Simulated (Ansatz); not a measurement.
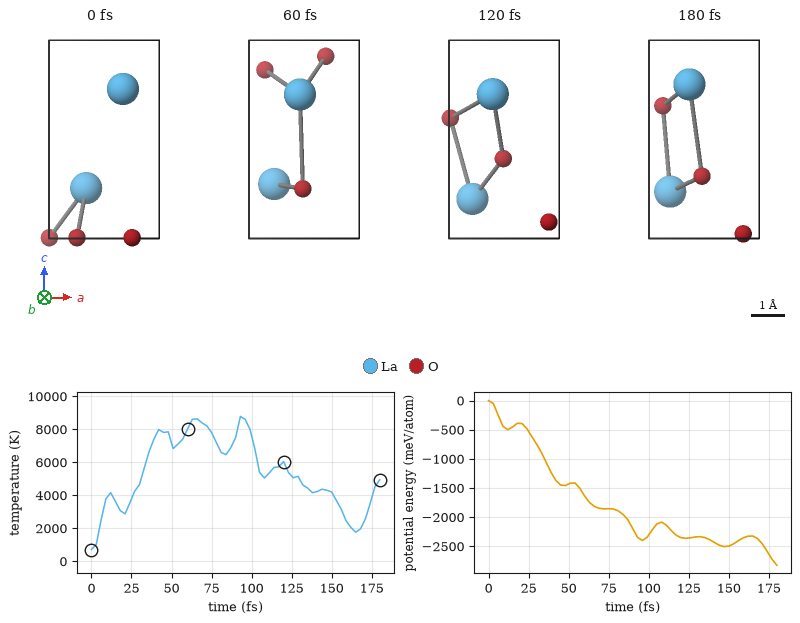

First-principles dynamics of a 5-atom cell of La₂O₃ (set up in P321), 180 fs long. Frames and the history of the run. Style: ball-and-stick. Shown: the simulation cell, along the b axis. Atoms that leave the cell re-enter on the other side. Bonds to atoms that aren't drawn are left out.

Method: DFT, PAW plane waves, PBE in Ansatz. Set-up: plane-wave cutoff 420 eV; k-point mesh 4 × 4 × 3; Gaussian smearing 0.1 eV; Langevin thermostat (NVT); set temperature 900 K; time step 3 fs.

Describe the run.

In the second half of the run the atoms are, in the root-mean-square, this far from where they began (common drift taken out): O 1.99 Å, La 0.84 Å. The integration has become unstable, so these distances have no physical meaning. The temperature peaks at 8789 K, at 93 fs, and is 4948 K at the end. The time step of 3 fs is long for the fastest vibrations here (lightest element oxygen).
